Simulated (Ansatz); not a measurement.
**Ni: a changed input and its effect**

System: Ni (P6₃/mmc, 2 atoms in the cell).
Method of run A: DFT PBE, scalar-relativistic, plane waves, PAW, spin-polarised (Ansatz 0.2.0).

The structure was built on a prototype by a generator; it need not be a known phase. Text and figures count atoms from 1; the logs count them from 0 in places.

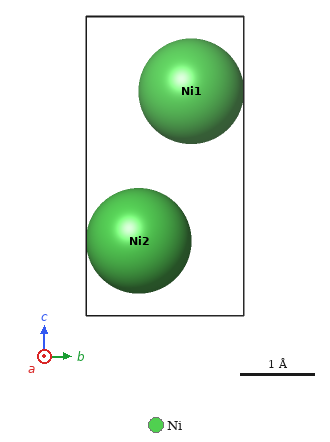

The structure (spheres-only view of the cell of the calculation, along the a axis; atoms are numbered from 1 in the order of the input).

## Input file, run A
```yaml
crystal:
  lattice:
    - [2.4835117988, 0.0, 0.0]
    - [-1.2417558994, 2.1507843084, 0.0]
    - [0.0, 0.0, 4.089685139]
  atoms:
    - { symbol: Ni, position: [0.3333333333, 0.6666666667, 0.75], spin: 0.5 }
    - { symbol: Ni, position: [0.6666666667, 0.3333333333, 0.25], spin: 0.5 }
basis:
  ecutwfc: 420
  ecutrho_ratio: 4
kpoints:
  mp_grid: { grid: [20, 20, 10] }
hamiltonian:
  xc: pbe
scf:
  occupations: { method: gaussian, width: 0.05 }
output:
  forces: true
  stress: true
  eigenvalues: true
  populations: true
magnetization:
  spin_polarized: true
```

Hardware: 2 threads of an x86-64 CPU, shared host.

## Output, shortened to warnings, some set-up lines, iterations and results (run A)
```
Basis set: ecut = 420 eV, 391 PW (Γ), exchange–correlation on 36×36×60 points (8 copies of the dense FFT grid, shifted against one another)
Symmetry: 24 space group operations
k-points: 264 of 4000
Initial density: superposition of atomic densities (chi_scale 0.1, normalization cell)
[...]
SCF iter   1: F=—  HF=-11677.918500 eV  |F-HF|=—  |Δ(HF+E_count)|=         —  Δρ=1.15e-1 (↑3.52e-2 ↓1.15e-1)  dr2=1.01e0  dr2_m=1.08e0  M=1.722 μB ∫|m|=1.806 μB  β_m=0.30  …
SCF iter   2: F=—  HF=-11677.752558 eV  |F-HF|=—  |Δ(HF+E_count)|=   1.66e-1  Δρ=5.23e-2 (↑5.23e-2 ↓3.93e-2)  dr2=2.61e-2  dr2_m=4.06e-1  M=1.609 μB ∫|m|=1.717 μB  β_m=0.40  …
SCF iter   3: F=—  HF=-11678.635219 eV  |F-HF|=—  |Δ(HF+E_count)|=   8.83e-1  Δρ=1.99e-2 (↑1.99e-2 ↓1.77e-2)  dr2=3.13e-3  dr2_m=6.90e-2  M=1.508 μB ∫|m|=1.646 μB  β_m=0.50  …
SCF iter   4: F=—  HF=-11679.236351 eV  |F-HF|=—  |Δ(HF+E_count)|=   6.01e-1  Δρ=2.10e-2 (↑6.83e-3 ↓2.10e-2)  dr2=8.99e-2  dr2_m=1.34e-2  M=1.325 μB ∫|m|=1.497 μB  β_m=0.75  …
SCF iter   5: F=—  HF=-11679.374879 eV  |F-HF|=—  |Δ(HF+E_count)|=   1.39e-1  Δρ=1.01e-2 (↑1.01e-2 ↓4.92e-3)  dr2=2.83e-2  dr2_m=1.38e-3  M=1.292 μB ∫|m|=1.464 μB  β_m=0.88  …
SCF iter   6: F=—  HF=-11679.391531 eV  |F-HF|=—  |Δ(HF+E_count)|=   1.67e-2  Δρ=9.50e-3 (↑1.49e-3 ↓9.50e-3)  dr2=1.18e-2  dr2_m=4.80e-3  M=1.284 μB ∫|m|=1.461 μB  β_m=0.78  …
SCF iter   7: F=—  HF=-11679.390115 eV  |F-HF|=—  |Δ(HF+E_count)|=   1.42e-3  Δρ=3.83e-3 (↑9.51e-4 ↓3.83e-3)  dr2=1.30e-3  dr2_m=1.07e-3  M=1.284 μB ∫|m|=1.463 μB  β_m=0.89  …
SCF iter   8: F=—  HF=-11679.389950 eV  |F-HF|=—  |Δ(HF+E_count)|=   1.65e-4  Δρ=1.16e-3 (↑2.15e-4 ↓1.16e-3)  dr2=1.49e-4  dr2_m=8.39e-5  M=1.285 μB ∫|m|=1.465 μB  β_m=0.95  …
SCF iter   9: F=—  HF=-11679.389931 eV  |F-HF|=—  |Δ(HF+E_count)|=   1.93e-5  Δρ=2.14e-4 (↑3.87e-5 ↓2.14e-4)  dr2=5.09e-6  dr2_m=2.79e-6  M=1.285 μB ∫|m|=1.466 μB  β_m=0.97  …
SCF iter  10: F=—  HF=-11679.389930 eV  |F-HF|=—  |Δ(HF+E_count)|=   3.67e-7  Δρ=3.51e-5 (↑6.42e-6 ↓3.51e-5)  dr2=1.43e-7  dr2_m=7.52e-8  M=1.285 μB ∫|m|=1.466 μB  β_m=0.99  …
SCF iter  11: F=—  HF=-11679.389930 eV  |F-HF|=—  |Δ(HF+E_count)|=   2.26e-9  Δρ=3.03e-6 (↑5.72e-7 ↓3.03e-6)  dr2=1.11e-9  dr2_m=5.52e-10  M=1.285 μB ∫|m|=1.466 μB  β_m=0.99  …
SCF iter  12: F=-11679.389930 eV  HF=-11679.389930 eV  |F-HF|=1.78e-10  |Δ(HF+E_count)|=  1.67e-10  Δρ=8.14e-7 (↑5.36e-7 ↓8.14e-7)  dr2=2.37e-10  dr2_m=4.65e-12  M=1.285 μB …
SCF 1 converged in 12 iterations: F = -11679.389930 eV  dr2 = 2.37e-10
SCF converged after 12 iterations
Magnetization: 1.2851 μB (18.6426 up, 17.3574 down)
Absolute magnetization: 1.4673 μB (∫|ρ↑−ρ↓|, with the PAW one-centre terms)
Spin contamination: 0.0142 ħ² per cell (⟨S²⟩ above its minimum at these occupations)
Per-site moments (μB) at R_I (Å): [(0.6815252728587248, 1.0244486170147198), (0.6815252728587256, 1.0244486170147198)]
Free energy (F): -11679.389930 eV
Harris-Foulkes:  -11679.389930 eV  (|F-HF|=1.78e-10)
Internal energy: -11679.384415 eV  (E = F + TS)
E sigma→0 (E₀):  -11679.387173 eV
Entropy (-TS):   -0.005515 eV (-2.758 meV/atom)
Fermi energy:    18.124580 eV
--- Per-component energies (eV) ---
  E_band       = -571.002475
  E_kinetic    = 564.132315
  E_local      = -6888.233744  (includes V_loc(G=0)·N_el)
  E_nonlocal   = 1271.431552
  E_hartree    = 2875.378675
  E_xc         = -169.506788
  E_vxc        = -218.573478  (∫ρ·V_xc dr)
  E_paw        = -3259.508944  (= ΣΔE_a)
  E_vpaw       = -1050.515849  (= ΣTr[D̂ρ^β])
  E_aug_tail   = 0.001046  (compensation charges beyond the density's cutoff)
  E_ewald      = -6073.078527
  E_smearing   = -0.005515  (= −TS)
  E_closure    = -0.000000  (closes the sum)
  Σ components = -11679.389930   (vs F -11679.389930, Δ=0.00e0)
--- Forces (eV/Å), atoms counted from 1 ---
  atom   1  Ni     0.00000000     0.00000000     0.00000000
  atom   2  Ni    -0.00000000     0.00000000     0.00000000
  max |Σ_I F_I| component: 9.25e-18 eV/Å
--- Stress (GPa, compression-positive) ---
       -0.109673       0.000000      -0.000000
        0.000000      -0.109673      -0.000000
       -0.000000      -0.000000      -0.117306
  P = ⅓ Tr σ = -0.1122 GPa (-1.122 kbar)
--- Löwdin populations: 2 sites ---
  site symbol       q [e]    m [muB]
     0     Ni     17.7826     0.6742
     1     Ni     17.7826     0.6742
  spilling = 0.012080 (of n_electrons = 36.000000)
```

The input of run B differs as follows (lines with − go, lines with + come):
```diff
-    - { symbol: Ni, position: [0.3333333333, 0.6666666667, 0.75], spin: 0.5 }
-    - { symbol: Ni, position: [0.6666666667, 0.3333333333, 0.25], spin: 0.5 }
+    - { symbol: Ni, position: [0.3333333333, 0.6666666667, 0.75], spin: 0.8 }
+    - { symbol: Ni, position: [0.6666666667, 0.3333333333, 0.25], spin: -0.8 }
```

What does this change do to the results?

The energy is the same within 0.01 meV per atom. The SCF takes 16 iterations against 12.

## Output, shortened to warnings, some set-up lines, iterations and results (run B)
```
WARN: the starting moments were not kept: 1 of 2 ended reversed and 1 kept their direction, counting a site from 0.1 of the cell's largest site moment. The largest reversed, site 1 (counted from 0, in the order of the report's site_moments_mub), started with -0.8 μB and closes at +6.8e-1 μB in its sphere. The starting moments cancel, and the net magnetisation is 1.3e0 μB in size, over 0.1 of its …
Basis set: ecut = 420 eV, 391 PW (Γ), exchange–correlation on 36×36×60 points (8 copies of the dense FFT grid, shifted against one another)
Symmetry: 12 space group operations
k-points: 264 of 4000 (time reversal used)
Initial density: superposition of atomic densities (chi_scale 0.1, normalization cell)
[...]
SCF iter   1: F=—  HF=-11677.650558 eV  |F-HF|=—  |Δ(HF+E_count)|=         —  Δρ=5.40e-2 (↑5.40e-2 ↓5.40e-2)  dr2=9.56e-1  dr2_m=2.35e-1  M=-0.000 μB ∫|m|=1.043 μB  β_m=0.30  …
SCF iter   2: F=—  HF=-11677.567035 eV  |F-HF|=—  |Δ(HF+E_count)|=   8.35e-2  Δρ=3.05e-2 (↑3.05e-2 ↓3.05e-2)  dr2=2.98e-2  dr2_m=1.58e-1  M=0.000 μB ∫|m|=0.980 μB  β_m=0.34  …
SCF iter   3: F=—  HF=-11678.231250 eV  |F-HF|=—  |Δ(HF+E_count)|=   6.64e-1  Δρ=2.77e-2 (↑2.77e-2 ↓2.77e-2)  dr2=5.00e-2  dr2_m=1.23e-1  M=0.000 μB ∫|m|=0.904 μB  β_m=0.19  …
SCF iter   4: F=—  HF=-11678.644086 eV  |F-HF|=—  |Δ(HF+E_count)|=   4.13e-1  Δρ=2.22e-2 (↑2.22e-2 ↓2.20e-2)  dr2=1.40e-2  dr2_m=8.87e-2  M=0.002 μB ∫|m|=0.845 μB  β_m=0.36  …
SCF iter   5: F=—  HF=-11679.362474 eV  |F-HF|=—  |Δ(HF+E_count)|=         —  Δρ=1.14e-1 (↑1.10e-1 ↓1.14e-1)  dr2=1.10e-2  dr2_m=2.51e0  M=1.203 μB ∫|m|=1.260 μB  β_m=0.77  …
[... 7 lines ...]
SCF iter  13: F=—  HF=-11679.389930 eV  |F-HF|=—  |Δ(HF+E_count)|=   2.53e-7  Δρ=7.32e-5 (↑6.45e-5 ↓7.32e-5)  dr2=1.56e-6  dr2_m=3.05e-7  M=1.285 μB ∫|m|=1.466 μB  β_m=0.79  …
SCF iter  14: F=—  HF=-11679.389930 eV  |F-HF|=—  |Δ(HF+E_count)|=   1.86e-8  Δρ=2.98e-5 (↑2.25e-5 ↓2.98e-5)  dr2=3.09e-7  dr2_m=1.42e-8  M=1.285 μB ∫|m|=1.466 μB  β_m=0.72  …
SCF iter  15: F=—  HF=-11679.389930 eV  |F-HF|=—  |Δ(HF+E_count)|=   4.19e-8  Δρ=6.35e-6 (↑2.13e-6 ↓6.35e-6)  dr2=6.59e-9  dr2_m=2.62e-9  M=1.285 μB ∫|m|=1.466 μB  β_m=0.86  …
SCF iter  16: F=-11679.389930 eV  HF=-11679.389930 eV  |F-HF|=3.69e-9  |Δ(HF+E_count)|=   2.41e-9  Δρ=3.32e-6 (↑3.32e-6 ↓2.97e-6)  dr2=4.03e-9  dr2_m=2.49e-10  M=1.285 μB …
SCF 1 converged in 16 iterations: F = -11679.389930 eV  dr2 = 4.03e-9
WARN: the starting moments were not kept: 1 of 2 ended reversed and 1 kept their direction, counting a site from 0.1 of the cell's largest site moment. The largest reversed, site 1 (counted from 0, in the order of the report's site_moments_mub), started with -0.8 μB and closes at +6.8e-1 μB in its …
SCF converged after 16 iterations
Magnetization: 1.2851 μB (18.6426 up, 17.3574 down)
Absolute magnetization: 1.4674 μB (∫|ρ↑−ρ↓|, with the PAW one-centre terms)
Spin contamination: 0.0142 ħ² per cell (⟨S²⟩ above its minimum at these occupations)
Per-site moments (μB) at R_I (Å): [(0.681527568359529, 1.0244486170147198), (0.6815333761222964, 1.0244486170147198)]
Free energy (F): -11679.389930 eV
Harris-Foulkes:  -11679.389930 eV  (|F-HF|=3.69e-9)
Internal energy: -11679.384415 eV  (E = F + TS)
E sigma→0 (E₀):  -11679.387173 eV
Entropy (-TS):   -0.005515 eV (-2.758 meV/atom)
Fermi energy:    18.124631 eV
--- Per-component energies (eV) ---
  E_band       = -571.000879
  E_kinetic    = 564.132539
  E_local      = -6888.226396  (includes V_loc(G=0)·N_el)
  E_nonlocal   = 1271.429339
  E_hartree    = 2875.372776
  E_xc         = -169.507062
  E_vxc        = -218.573841  (∫ρ·V_xc dr)
  E_paw        = -3259.508129  (= ΣΔE_a)
  E_vpaw       = -1050.515318  (= ΣTr[D̂ρ^β])
  E_aug_tail   = 0.001046  (compensation charges beyond the density's cutoff)
  E_ewald      = -6073.078527
  E_smearing   = -0.005515  (= −TS)
  E_closure    = -0.000000  (closes the sum)
  Σ components = -11679.389930   (vs F -11679.389930, Δ=0.00e0)
--- Forces (eV/Å), atoms counted from 1 ---
  atom   1  Ni     0.00000000     0.00000000     0.00000000
  atom   2  Ni    -0.00000000     0.00000000     0.00000000
  max |Σ_I F_I| component: 1.85e-17 eV/Å
--- Stress (GPa, compression-positive) ---
       -0.110176       0.000000      -0.000000
        0.000000      -0.110176      -0.000000
       -0.000000      -0.000000      -0.117924
[...]
```

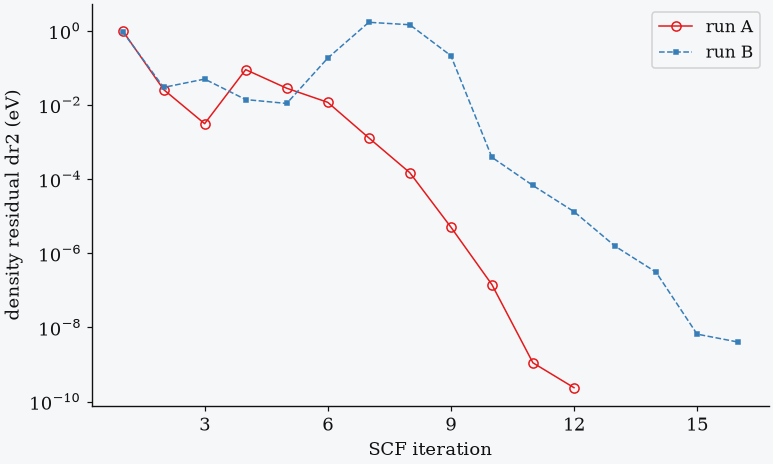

Convergence of the two runs: density residual dr2 against the SCF iteration. Run A takes 12 iterations in all, and run B takes 16.

## The two runs side by side

| quantity | run A | run B |
| --- | --- | --- |
| outcome | converged | converged |
| free energy per atom (eV) | −5839.6950 | −5839.6950 |
| energy per atom, smearing taken to zero (eV) | −5839.6936 | −5839.6936 |
| net moment of the cell (μB) | 1.29 | 1.29 |
| absolute moment of the cell (μB) | 1.47 | 1.47 |
| pressure (GPa) | −0.11 | −0.11 |
| largest force (eV/Å) | 0.000 | 0.000 |
| SCF iterations | 12 | 16 |
| irreducible k-points | 264 | 264 |
| plane waves at Γ | 391 | 391 |
| wall time (shared host) | 17 s | 39 s |

For run B: Warnings: some starting moments were not kept.
